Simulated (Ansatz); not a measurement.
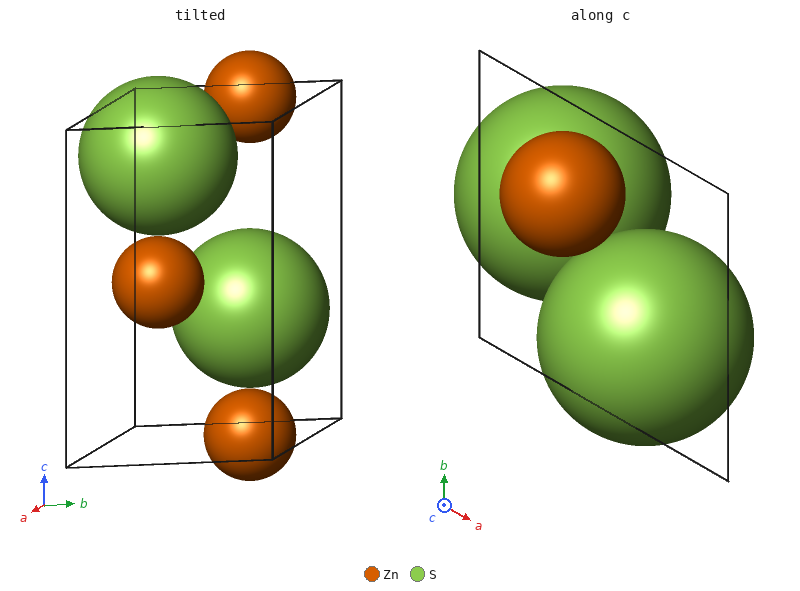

View slightly off an axis and along the c axis, drawn as a space-filling model. Thin lines show the conventional unit cell, with boundary atoms drawn in all their periodic places.

Describe the arrangement of the atoms.

The material is ZnS. The symmetry is that of P6_3mc (No. 186), on a primitive hexagonal lattice. Prototype: wurtzite. Content of the cell: 2 Zn, 2 S (Z = 2). Zn is coordinated by four S in a tetrahedral arrangement. Each S atom is coordinated by four Zn in a tetrahedral arrangement.

The initial geometry was a structure listed in the Materials Project. The cell was then strained or its atoms displaced on purpose. The atoms were relaxed in a fixed cell with Ansatz 0.2.0, DFT PBE, scalar-relativistic, plane waves, PAW.

At this level of theory the cell isn't at rest (stretched, at -5 GPa), so its distances can differ from those at equilibrium, the more so the softer the solid.
